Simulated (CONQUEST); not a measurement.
# Energy of AlN along an even scaling of the cell

System: AlN (8 atoms in the cell).
Method: Kohn-Sham DFT of a periodic cell, PBE, PseudoDojo NC PBE, no spin polarisation (CONQUEST 1.3).

The 7 runs differ only in the geometry, by an even scaling of the cell at fixed fractional positions. The structure derives from an entry of the Crystallography Open Database.

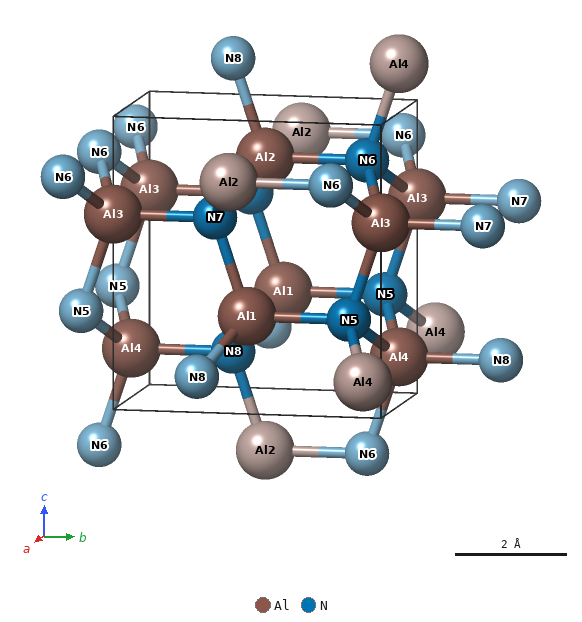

Figure 1. The structure of run 4 (ball-and-stick view of the cell of the calculation, seen slightly off an axis; neighbours outside the cell are drawn fainter; atoms are numbered from 1 in the order of the input).

## Input of run 4
```
IO.Title AlN
IO.Coordinates coords.dat
IO.FractionalAtomicCoords T
IO.Iprint 2
IO.Iprint_init 1
General.NumberOfSpecies 2
General.PseudopotentialType hamann
AtomMove.TypeOfRun static
AtomMove.FullStress T
Grid.PointsAlongX 36
Grid.PointsAlongY 60
Grid.PointsAlongZ 60
DM.SolutionMethod diagon
Diag.MPMesh T
Diag.GammaCentred T
Diag.MPMeshX 9
Diag.MPMeshY 6
Diag.MPMeshZ 5
Diag.kT 0.00183747
minE.SCTolerance 1e-6
SC.MaxIters 100
IO.AtomChargeOutput T
%block ChemicalSpeciesLabel
1 26.980 Al
2 14.010 N
%endblock
```

Command:
```bash
Conquest
```

Lattice vectors (Å) and fractional positions of run 4:
```
   3.113000    0.000000    0.000000
   0.000000    4.981000    0.000000
   0.000000    0.000000    5.391874
Al  0.000000  0.500000  0.333333
Al  0.500000  0.500000  0.833333
Al  0.000000  0.000000  0.666667
Al  0.500000  0.000000  0.166667
N   0.000000  0.880000  0.333333
N   0.500000  0.880000  0.833333
N   0.000000  0.380000  0.666667
N   0.500000  0.380000  0.166667
```

Run 2 has the same physical settings and fractional positions; its lattice vectors (Å) are:
```
   3.070927    0.000000    0.000000
   0.000000    4.913681    0.000000
   0.000000    0.000000    5.319002
```

## Results, with one run withheld

| run | volume per atom (Å³) | free energy per atom, from the lowest run given (meV) | pressure (GPa) | gap on the mesh (eV) |
| --- | --- | --- | --- | --- |
| 1 | 9.824 | 75.03 | 24.23 | 5.07 |
| 2 | 10.033 | ? | ? | ? |
| 3 | 10.242 | 26.93 | 13.33 | 5.05 |
| 4 | 10.451 | 12.55 | 8.90 | 4.87 |
| 5 | 10.660 | 3.59 | 4.76 | 4.66 |
| 6 | 10.869 | 0.00 | 0.80 | 4.47 |
| 7 | 11.078 | 1.38 | −2.70 | 4.27 |

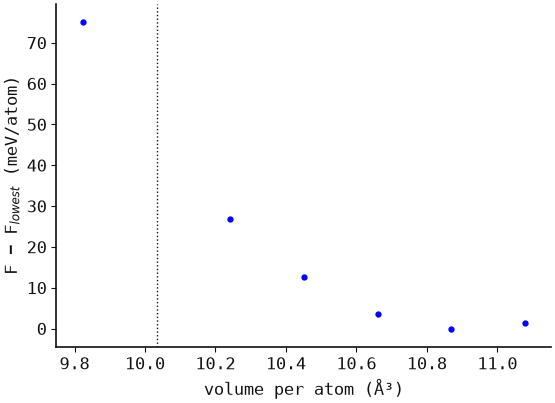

Figure 2. Free energy per atom of the runs given; the dotted line marks run 2.

Estimate the energy of run 2 from the others.

A cubic polynomial in V^(−2/3) (the Birch–Murnaghan form), fitted to the 6 runs given, misses them by at most 0.10 meV per atom. With x = V^(−2/3) − 0.20846 Å⁻², it reads F = 9.558 + 3659.6 x + 3.4302e+05 x² − 8.7143e+05 x³ (meV per atom). At run 2 it gives 47.69 meV per atom, and the run itself gives 47.45. The slope of the fit gives a pressure −dF/dV of 18.34 GPa there, and the run prints 18.21 GPa. The two needn't agree exactly: the fit is approximate, and the printed stress is taken on a finite basis. The fit has its minimum at 10.915 Å³ per atom, where V d²F/dV² gives 192 GPa. Cell shape and fractional positions are held, so this is the stiffness under even scaling; the relaxed bulk modulus wasn't computed. The gap on the mesh goes, without turning, from 5.07 eV in run 1 to 4.27 eV in run 7; run 2 has 5.06 eV. These are gaps of this functional on this mesh, which can miss the band edges; they aren't the measured gap.

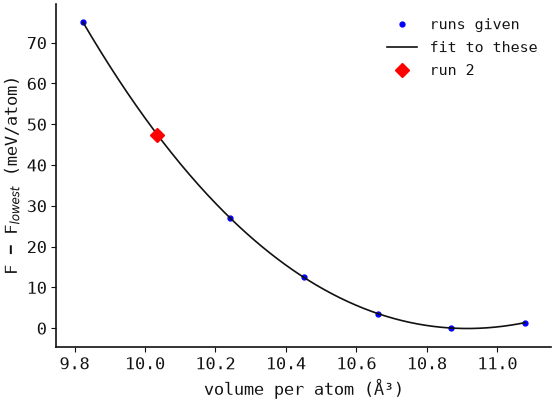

Figure 3. The fit and the withheld run.

## Some lines of the output (run 2)
```
[...]
      Using Fermi-Dirac smearing
          DFT Total Energy                 :       -50.619399547103527 Ha
          DFT Total Energy                 :       -51.024271534841660 Ha
          DFT Total Energy                 :       -51.057870518266796 Ha
          DFT Total Energy                 :       -51.057977468790732 Ha
          DFT Total Energy                 :       -51.057977588867672 Ha
          DFT Total Energy                 :       -51.057977589255820 Ha
      |* DFT total energy        =       -51.057977589255820 Ha
    force: Average pressure:     18.20505683 GPa
```

Notes: Points of doubt noted for this run: small atomic basis. With a small basis of atomic orbitals these values can differ much from converged plane-wave results.
